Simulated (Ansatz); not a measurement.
Consider Ti.

```
CELL_PARAMETERS angstrom
2.00053 2.00053 0.00000
-2.00053 2.00053 0.00000
-0.33342 -0.33342 12.40320
ATOMIC_POSITIONS crystal
Ti 0.81720 0.75000 0.40323
Ti 0.18280 0.25000 0.59677
Ti 0.70968 0.75000 0.75806
Ti 0.23656 0.25000 0.91935
Ti 0.76344 0.75000 0.08065
Ti 0.29032 0.25000 0.24194
```

Space group P2₁/m; a point of a scan over the structure, not its minimum; not relaxed (largest force 0.3 eV/Å); computed pressure about −3 GPa in this cell; computed without spin polarisation; PAW files of the earlier set (soft_1).

Theory: Ansatz 0.2.0, DFT LDA, scalar-relativistic, plane waves, PAW.

### What will maps of the valence pseudo-density and electron localisation function show?

Ti–Ti (2.83 Å): ρ is about 0.21 e/Å³ halfway; the ELF is about 0.20 at the midpoint; no shared electron pair shows on this line.
The ELF has a maximum of about 0.75 in the space between the atoms, 2.0 Å from six Ti atoms, on no atom or two-centre bond.

### Metal or insulator at this level of theory?

It is metallic or semimetallic at this level of theory: no gap opens.

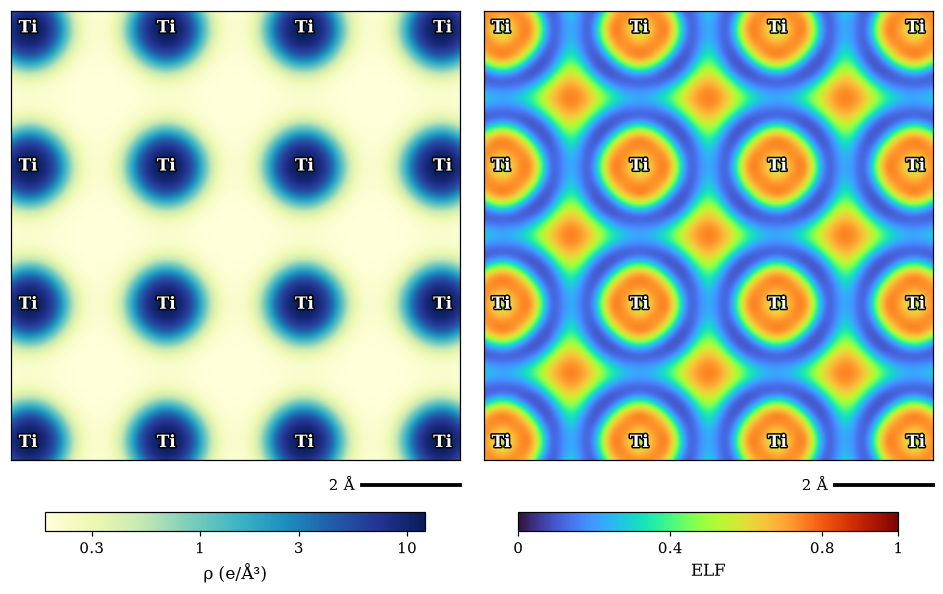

Computed valence pseudo-density and electron localisation function on the (001) plane of the conventional cell, in this order. 

The density is the valence pseudo-density of a PAW calculation; it isn't the true density close to the nuclei.
